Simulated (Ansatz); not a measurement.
## Geometry relaxation, with input and output: TiAl (part 1 of 2)

TiAl (slab, 8 atoms in the cell), computed with DFT PBEsol, scalar-relativistic, plane waves, PAW, no spin polarisation (Ansatz 0.2.0).

The structure derives from an entry of the Crystallography Open Database. The input holds or restrains some coordinates. Forces given for the steps count only the free coordinates. It belongs to a series of runs on one base structure; here: clean slab, lower half held. Figures and captions count atoms from 1; the log counts them from 0 in places.

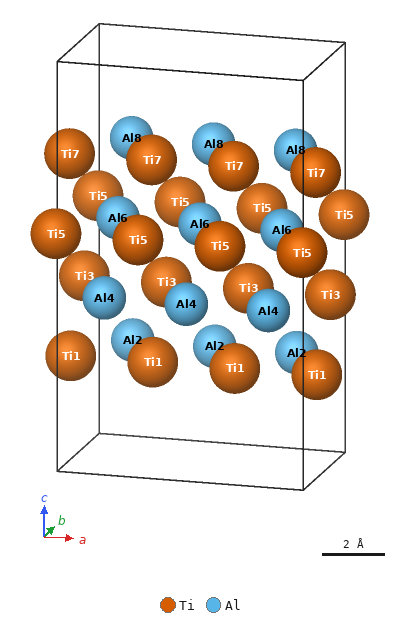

Figure 1. The structure as given in the input (spheres-only view of the 3 × 1 repeat of the cell, with the vacuum cut short, seen slightly off an axis; atoms are numbered from 1 in the order of the input). An atom can appear more than once, as a periodic image.

The input
```yaml
crystal:
  lattice:
    - [2.7951585984, 0.0, 0.0]
    - [0.0, 4.9116531041, 0.0]
    - [0.0, 0.0, 23.8951857509]
  atoms:
    - { symbol: Ti, position: [0.0, 0.3238601684, 0.3557201894] }
    - { symbol: Al, position: [0.5, 0.8238601684, 0.3557201894] }
    - { symbol: Ti, position: [0.0, 0.6477203369, 0.4519067298] }
    - { symbol: Al, position: [0.5, 0.1477203369, 0.4519067298] }
    - { symbol: Ti, position: [0.0, 0.9715805053, 0.5480932702] }
    - { symbol: Al, position: [0.5, 0.4715805053, 0.5480932702] }
    - { symbol: Ti, position: [0.0, 0.2954406738, 0.6442798106] }
    - { symbol: Al, position: [0.5, 0.7954406738, 0.6442798106] }
basis:
  ecutwfc: 420
kpoints:
  mp_grid: { grid: [10, 6, 1] }
hamiltonian:
  xc: pbesol
scf:
  occupations: { method: gaussian, width: 0.1 }
output:
  forces: true
  eigenvalues: true
relax:
  adjacent_minimum: "off"
  f_tol: 0.03
  max_steps: 70
  constraints: [{ sites: [0, 1, 2, 3] }]
efield:
  axis: 3
  dipole_correction: true
  ramp_width: 0.04
```

Run on 2 threads of Intel Xeon @ 2.50GHz (Skylake/Cascade Lake), 64 GiB of memory available, shared host.

Run as:
```bash
ansatz run input.yaml --threads 2 --pin off --max-ram 5120MiB --backend cpu --events-out ev --progress --plain --runs-dir out
```

What the program printed
```
Engine: ansatz 0.2.0, x86_64-unknown-linux-gnu
Pseudopotentials: kind: paw
Pseudopotential: Ti, paw, valence charge 12, recommended cutoff 420 eV (normal), Ti.paw.azcp
Pseudopotential: Al, paw, valence charge 3, recommended cutoff 420 eV (normal), Al.paw.azcp
Functional definition: PBEsol
  exchange = pbesol_x
  correlation = pbesol_c
Crystal: 8 atoms, lattice volume = 328.053 Å³
Basis set: ecut = 420 eV, 6463 PW (Γ), exchange–correlation on 40×72×320 points (8 copies of the dense FFT grid, shifted against one another)
Bands: 38, of which v1, the nominal top of the filled ones, is band 30 counted from 1 (29 counted from 0)
Symmetry: 2 space group operations
k-points: 24 of 60 (time reversal used)
Non-local potential: Ti, projectors of the file, l = 0: 3, l = 1: 2, l = 2: 3, l = 3: 1
Non-local potential: Al, projectors of the file, l = 0: 2, l = 1: 2, l = 2: 1
PAW form: soft (Blöchl's): semilocal exchange-correlation on the pseudo side does not see the compensation charge
PAW frozen core: Ti, regenerated for the run's functional, and the local potential with it (the file was generated under x = pbe(κ = 0.804, μ = 0.2195149727645171), c = pbe(β = 0.06672455060314922))
PAW frozen core: Al, regenerated for the run's functional, and the local potential with it (the file was generated under x = pbe(κ = 0.804, μ = 0.2195149727645171), c = pbe(β = 0.06672455060314922))
PAW one-centre angular grid: Ti, 590 points (default); XC on 64 Gauss nodes
PAW one-centre angular grid: Al, 110 points (default); XC on 64 Gauss nodes
Initial density: superposition of atomic densities (neutral atoms: chi_scale 0, normalization atom), corrected by the library's trained network
Initial wavefunctions: pseudopotential atomic-orbital guess
Functional: x = pbesol(κ = 0.804, μ = 0.12345679012345678), c = pbesol(β = 0.046)
SCF iter   1: F=—  HF=-11993.845469 eV  |F-HF|=—  |Δ(HF+E_count)|=         —  Δρ=1.01e-2  dr2=2.03e0  ethr=1.77e-3  p=0.000 e·Å  D=2.29e-14 V/Å  ΔV_dip=-0.00 eV  dr2_dipole=2.04e-5  V_vac-E_F(+/−)=4.41/4.41 eV  ⟨swp⟩=8.1  Hψ=4326  notcnv=0
efield: sawtooth ramp at fractional position 0.9800 (placed from the atoms, in the widest stretch of the axis that holds none; the zero of the levels goes with the place), width 0.0400; the density the first Hamiltonian is built on has a dipole p = 0.000 e·Å; the dipole correction subtracts the counter field D = 2.29e-14 V/Å, which shifts the + side's vacuum level by -0.00 eV against the − side's; the planar-averaged density in the ramp window peaks in size at 1.2e-5 e/Å³
preconditioner: auto → LDOS  [metal: Δε(μ)=0.036 eV  Ē_g=3.620 eV  σ=0.100 eV  W_gap=0.20  n_scr=40 (ndim 8)  ℏωp=10.8 eV  f_vac=0.528  D(μ)=7.38/eV (n_scr^D=36)  β→1.0]
SCF iter   2: F=—  HF=-11993.792377 eV  |F-HF|=—  |Δ(HF+E_count)|=   5.31e-2  Δρ=4.85e-3  dr2=4.46e-1  ethr=1.77e-3  p=-0.000 e·Å  D=-4.95e-5 V/Å  ΔV_dip=0.00 eV  dr2_dipole=2.61e-5  V_vac-E_F(+/−)=4.30/4.30 eV  ⟨swp⟩=2.1  Hψ=1244  notcnv=0  defer=31
SCF iter   3: F=—  HF=-11993.779964 eV  |F-HF|=—  |Δ(HF+E_count)|=   1.24e-2  Δρ=7.57e-4  dr2=3.36e-3  ethr=7.43e-4  p=-0.000 e·Å  D=-2.13e-5 V/Å  ΔV_dip=0.00 eV  dr2_dipole=5.39e-6  V_vac-E_F(+/−)=4.32/4.31 eV  ⟨swp⟩=2.0  Hψ=1013  notcnv=0  defer=31
SCF iter   4: F=—  HF=-11993.780754 eV  |F-HF|=—  |Δ(HF+E_count)|=   7.90e-4  Δρ=3.78e-4  dr2=1.14e-3  ethr=5.61e-6  p=-0.000 e·Å  D=-2.46e-7 V/Å  ΔV_dip=0.00 eV  dr2_dipole=8.14e-9  V_vac-E_F(+/−)=4.31/4.31 eV  ⟨swp⟩=2.4  Hψ=1286  notcnv=0  defer=31
SCF iter   5: F=—  HF=-11993.780745 eV  |F-HF|=—  |Δ(HF+E_count)|=   8.88e-6  Δρ=1.22e-4  dr2=3.66e-5  ethr=1.90e-6  p=0.000 e·Å  D=9.21e-8 V/Å  ΔV_dip=-0.00 eV  dr2_dipole=8.77e-8  V_vac-E_F(+/−)=4.31/4.31 eV  ⟨swp⟩=1.9  Hψ=1000  notcnv=0  defer=31
SCF iter   6: F=-11993.780768 eV  HF=-11993.780781 eV  |F-HF|=1.27e-5  |Δ(HF+E_count)|=   3.64e-5  Δρ=4.90e-5  dr2=1.95e-5  ethr=3.75e-8  p=-0.000 e·Å  D=-5.00e-7 V/Å  ΔV_dip=0.00 eV  dr2_dipole=4.26e-9  V_vac-E_F(+/−)=4.31/4.31 eV  ⟨swp⟩=13.2  Hψ=4382  notcnv=0
SCF 1 converged in 6 iterations: F = -11993.780768 eV  dr2 = 1.95e-5
  greatest PAW one-centre occupation: 0.999 electrons in one spin orbital (limit 2), on the Ti atom at site 4 (counted from 0), in its partial waves of l = 0
relax step   1: F+E_penalty+E_count = -11993.78076829 eV  Δ(F+E_penalty+E_count) = +0.000e0 eV  max|allowed force component| = 3.662e-1 eV/Å  Δτ_max = 0.0000 Å  (6 SCF iters, dr2 threshold 2.25e-5 eV, accepted)
Initial density: handed on by an earlier stage of this run
Initial wavefunctions: those handed on with the density
iter 1 solved again at ethr=4.90e-4 eV; its pass at ethr=3.10e-3 eV (dr2=2.94e-1 eV) is discarded
SCF iter   1: F=—  HF=-11993.818490 eV  |F-HF|=—  |Δ(HF+E_count)|=         —  Δρ=5.18e-3  dr2=4.85e-1  ethr=4.90e-4  p=-0.000 e·Å  D=-6.17e-7 V/Å  ΔV_dip=0.00 eV  dr2_dipole=1.31e-1  V_vac-E_F(+/−)=4.34/4.34 eV  ⟨swp⟩=1.7  Hψ=3201  notcnv=0  defer=32
efield: sawtooth ramp at fractional position 0.9800 (handed on by an earlier solve), width 0.0400; the density the first Hamiltonian is built on has a dipole p = -0.000 e·Å; the dipole correction subtracts the counter field D = -6.17e-7 V/Å, which shifts the + side's vacuum level by +0.00 eV against the − side's; the planar-averaged density in the ramp window peaks in size at 1.1e-6 e/Å³
eigensolver tolerance schedule calibrated: the retry pair's looser diagonalisation under-reported the residual by θ = 0.39 (0.49/decade); ethr = c·dr2/N_el runs at the constant in force after the calibration composes with the one it found (an armed cap, an earlier calibration), c = 4.1e-3
preconditioner: auto → LDOS  [metal: Δε(μ)=0.019 eV  Ē_g=3.604 eV  σ=0.100 eV  W_gap=0.11  n_scr=40 (ndim 8)  ℏωp=10.8 eV  f_vac=0.531  D(μ)=10.11/eV (n_scr^D=56)  β→1.0]
SCF iter   2: F=—  HF=-11993.806283 eV  |F-HF|=—  |Δ(HF+E_count)|=   1.22e-2  Δρ=3.08e-3  dr2=9.58e-2  ethr=3.34e-5  p=-0.002 e·Å  D=-9.73e-4 V/Å  ΔV_dip=0.02 eV  dr2_dipole=1.36e-2  V_vac-E_F(+/−)=4.34/4.31 eV  ⟨swp⟩=3.0  Hψ=2078  notcnv=0  defer=32
SCF iter   3: F=—  HF=-11993.800577 eV  |F-HF|=—  |Δ(HF+E_count)|=   5.71e-3  Δρ=8.34e-4  dr2=5.84e-3  ethr=6.60e-6  p=-0.004 e·Å  D=-2.30e-3 V/Å  ΔV_dip=0.06 eV  dr2_dipole=1.10e-3  V_vac-E_F(+/−)=4.37/4.31 eV  ⟨swp⟩=2.6  Hψ=1651  notcnv=0  defer=32
SCF iter   4: F=—  HF=-11993.800101 eV  |F-HF|=—  |Δ(HF+E_count)|=   4.77e-4  Δρ=3.26e-4  dr2=4.95e-4  ethr=4.02e-7  p=-0.005 e·Å  D=-2.97e-3 V/Å  ΔV_dip=0.07 eV  dr2_dipole=1.03e-4  V_vac-E_F(+/−)=4.38/4.31 eV  ⟨swp⟩=3.0  Hψ=1941  notcnv=0  defer=34
SCF iter   5: F=—  HF=-11993.800230 eV  |F-HF|=—  |Δ(HF+E_count)|=   1.30e-4  Δρ=1.42e-4  dr2=1.15e-4  ethr=3.41e-8  p=-0.007 e·Å  D=-3.65e-3 V/Å  ΔV_dip=0.09 eV  dr2_dipole=1.91e-5  V_vac-E_F(+/−)=4.40/4.31 eV  ⟨swp⟩=3.0  Hψ=1838  notcnv=0  defer=34
SCF iter   6: F=—  HF=-11993.800265 eV  |F-HF|=—  |Δ(HF+E_count)|=   3.44e-5  Δρ=6.18e-5  dr2=2.17e-5  ethr=7.90e-9  p=-0.007 e·Å  D=-3.98e-3 V/Å  ΔV_dip=0.10 eV  dr2_dipole=1.45e-6  V_vac-E_F(+/−)=4.40/4.31 eV  ⟨swp⟩=3.0  Hψ=1855  notcnv=0  defer=34
SCF iter   7: F=-11993.800272 eV  HF=-11993.800271 eV  |F-HF|=1.37e-6  |Δ(HF+E_count)|=   6.03e-6  Δρ=1.95e-5  dr2=1.08e-6  ethr=5.77e-10  p=-0.008 e·Å  D=-4.15e-3 V/Å  ΔV_dip=0.10 eV  dr2_dipole=2.04e-9  V_vac-E_F(+/−)=4.41/4.31 eV  ⟨swp⟩=14.3  Hψ=4550  notcnv=0
SCF 2 converged in 7 iterations: F = -11993.800272 eV  dr2 = 1.08e-6
  greatest PAW one-centre occupation: 0.999 electrons in one spin orbital (limit 2), on the Ti atom at site 2 (counted from 0), in its partial waves of l = 0
relax step   2: F+E_penalty+E_count = -11993.80027233 eV  Δ(F+E_penalty+E_count) = -1.950e-2 eV  max|allowed force component| = 2.230e-1 eV/Å  Δτ_max = 0.1231 Å  (7 SCF iters, dr2 threshold 8.38e-6 eV, accepted)
SCF iter   1: F=—  HF=-11993.807267 eV  |F-HF|=—  |Δ(HF+E_count)|=         —  Δρ=1.70e-3  dr2=6.21e-2  ethr=6.82e-4  p=-0.008 e·Å  D=-4.15e-3 V/Å  ΔV_dip=0.10 eV  dr2_dipole=1.34e-2  V_vac-E_F(+/−)=4.40/4.30 eV  ⟨swp⟩=2.6  Hψ=1682  notcnv=0  defer=37
efield: sawtooth ramp at fractional position 0.9800 (handed on by an earlier solve), width 0.0400; the density the first Hamiltonian is built on has a dipole p = -0.008 e·Å; the dipole correction subtracts the counter field D = -4.15e-3 V/Å, which shifts the + side's vacuum level by +0.10 eV against the − side's; the planar-averaged density in the ramp window peaks in size at 8.0e-7 e/Å³
preconditioner: auto → LDOS  [metal: Δε(μ)=0.020 eV  Ē_g=3.594 eV  σ=0.100 eV  W_gap=0.11  n_scr=40 (ndim 8)  ℏωp=10.8 eV  f_vac=0.528  D(μ)=10.26/eV (n_scr^D=58)  β→1.0]
SCF iter   2: F=—  HF=-11993.805675 eV  |F-HF|=—  |Δ(HF+E_count)|=   1.59e-3  Δρ=9.44e-4  dr2=1.03e-2  ethr=1.03e-4  p=-0.007 e·Å  D=-3.80e-3 V/Å  ΔV_dip=0.09 eV  dr2_dipole=1.83e-3  V_vac-E_F(+/−)=4.40/4.31 eV  ⟨swp⟩=1.8  Hψ=1152  notcnv=0  defer=31
SCF iter   3: F=—  HF=-11993.805196 eV  |F-HF|=—  |Δ(HF+E_count)|=   4.79e-4  Δρ=2.83e-4  dr2=4.27e-4  ethr=1.71e-5  p=-0.006 e·Å  D=-3.35e-3 V/Å  ΔV_dip=0.08 eV  dr2_dipole=4.05e-6  V_vac-E_F(+/−)=4.39/4.31 eV  ⟨swp⟩=2.1  Hψ=1222  notcnv=0  defer=31
SCF iter   4: F=—  HF=-11993.805105 eV  |F-HF|=—  |Δ(HF+E_count)|=   9.02e-5  Δρ=1.21e-4  dr2=5.81e-5  ethr=7.12e-7  p=-0.006 e·Å  D=-3.21e-3 V/Å  ΔV_dip=0.08 eV  dr2_dipole=3.85e-7  V_vac-E_F(+/−)=4.39/4.31 eV  ⟨swp⟩=2.3  Hψ=1503  notcnv=0  defer=31
SCF iter   5: F=—  HF=-11993.805120 eV  |F-HF|=—  |Δ(HF+E_count)|=   1.41e-5  Δρ=5.05e-5  dr2=7.61e-6  ethr=9.69e-8  p=-0.005 e·Å  D=-3.02e-3 V/Å  ΔV_dip=0.07 eV  dr2_dipole=3.85e-7  V_vac-E_F(+/−)=4.38/4.31 eV  ⟨swp⟩=2.3  Hψ=1484  notcnv=0  defer=31
SCF iter   6: F=-11993.805124 eV  HF=-11993.805124 eV  |F-HF|=2.50e-7  |Δ(HF+E_count)|=   4.61e-6  Δρ=2.09e-5  dr2=1.53e-6  ethr=5.18e-9  p=-0.005 e·Å  D=-2.92e-3 V/Å  ΔV_dip=0.07 eV  dr2_dipole=1.86e-7  V_vac-E_F(+/−)=4.38/4.31 eV  ⟨swp⟩=12.8  Hψ=4553  notcnv=0
SCF 3 converged in 6 iterations: F = -11993.805124 eV  dr2 = 1.53e-6
relax step   3: F+E_penalty+E_count = -11993.80512445 eV  Δ(F+E_penalty+E_count) = -4.852e-3 eV  max|allowed force component| = 1.688e-2 eV/Å  Δτ_max = 0.0397 Å  (6 SCF iters, dr2 threshold 3.11e-6 eV, accepted)
iter 1 solved again at ethr=2.60e-9 eV; its pass at ethr=3.10e-3 eV (dr2=1.56e-6 eV) is discarded
SCF iter   1: F=—  HF=-11993.805151 eV  |F-HF|=—  |Δ(HF+E_count)|=         —  Δρ=2.10e-5  dr2=1.56e-6  ethr=2.60e-9  p=-0.005 e·Å  D=-2.92e-3 V/Å  ΔV_dip=0.07 eV  dr2_dipole=2.22e-7  V_vac-E_F(+/−)=4.38/4.31 eV  ⟨swp⟩=1.0  Hψ=2400  notcnv=0
efield: sawtooth ramp at fractional position 0.9800 (handed on by an earlier solve), width 0.0400; the density the first Hamiltonian is built on has a dipole p = -0.005 e·Å; the dipole correction subtracts the counter field D = -2.92e-3 V/Å, which shifts the + side's vacuum level by +0.07 eV against the − side's; the planar-averaged density in the ramp window peaks in size at 8.2e-7 e/Å³
preconditioner: auto → LDOS  [metal: Δε(μ)=0.019 eV  Ē_g=3.595 eV  σ=0.100 eV  W_gap=0.11  n_scr=40 (ndim 8)  ℏωp=10.8 eV  f_vac=0.529  D(μ)=10.12/eV (n_scr^D=56)  β→1.0]
SCF iter   2: F=—  HF=-11993.805125 eV  |F-HF|=—  |Δ(HF+E_count)|=   2.57e-5  Δρ=1.40e-5  dr2=8.03e-7  ethr=2.60e-9  p=-0.005 e·Å  D=-2.89e-3 V/Å  ΔV_dip=0.07 eV  dr2_dipole=8.14e-8  V_vac-E_F(+/−)=4.38/4.31 eV  ⟨swp⟩=2.0  Hψ=1478  notcnv=0
SCF iter   3: F=—  HF=-11993.805125 eV  |F-HF|=—  |Δ(HF+E_count)|=   1.78e-7  Δρ=6.88e-6  dr2=1.26e-7  ethr=1.34e-9  p=-0.005 e·Å  D=-2.88e-3 V/Å  ΔV_dip=0.07 eV  dr2_dipole=4.70e-9  V_vac-E_F(+/−)=4.38/4.31 eV  ⟨swp⟩=2.0  Hψ=1384  notcnv=0
SCF iter   4: F=-11993.805125 eV  HF=-11993.805125 eV  |F-HF|=2.36e-8  |Δ(HF+E_count)|=   1.90e-7  Δρ=2.51e-6  dr2=2.36e-8  ethr=1.67e-10  p=-0.005 e·Å  D=-2.86e-3 V/Å  ΔV_dip=0.07 eV  dr2_dipole=2.88e-9  V_vac-E_F(+/−)=4.38/4.31 eV  ⟨swp⟩=5.6  Hψ=3228  notcnv=0
SCF 4 converged in 4 iterations: F = -11993.805125 eV  dr2 = 2.36e-8
relax step   4: F+E_penalty+E_count = -11993.80512545 eV  Δ(F+E_penalty+E_count) = -1.003e-6 eV  max|allowed force component| = 1.675e-2 eV/Å  Δτ_max = 0.0000 Å  (4 SCF iters, accepted)
```
